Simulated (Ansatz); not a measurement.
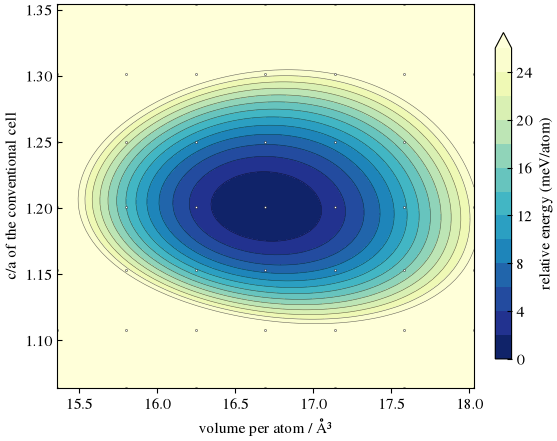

CaO (P6_3/mmc, No. 194; 4 atoms in the cell). The energy is mapped over volume and the cell's shape. First axis: volume per atom. Second axis: c/a of the conventional cell. Nothing is relaxed (symmetry fixes all fractional coordinates). The scan uses a 7 × 7 grid. Points are written as (first, second). All energies are given in meV/atom relative to the lowest grid point. Level of theory: DFT PBE, scalar-relativistic, plane waves, PAW (Ansatz 0.2.0). Settings: cutoff 520 eV, k-mesh 9×9×6 in the order of the run's cell vectors, gaussian smearing 0.05 eV, no spin polarisation.

In the figure: filled contours, dots at the grid points, one colour for all values above the top of the scale. Between grid points the surface is interpolated.

Question: Where is the minimum, and how stiff is the well along each coordinate?

Answer: The interpolated minimum is at volume per atom ≈ 16.69 Å³, c/a of the conventional cell ≈ 1.201. The curvatures there are about 0.13 eV/(Å³)² and 23 eV, with a cross term of about 0.1 eV/Å³ (per cell of 4 atoms). Round the minimum the two coordinates are weakly coupled (coupling 0.08 in units of the two stiffnesses).
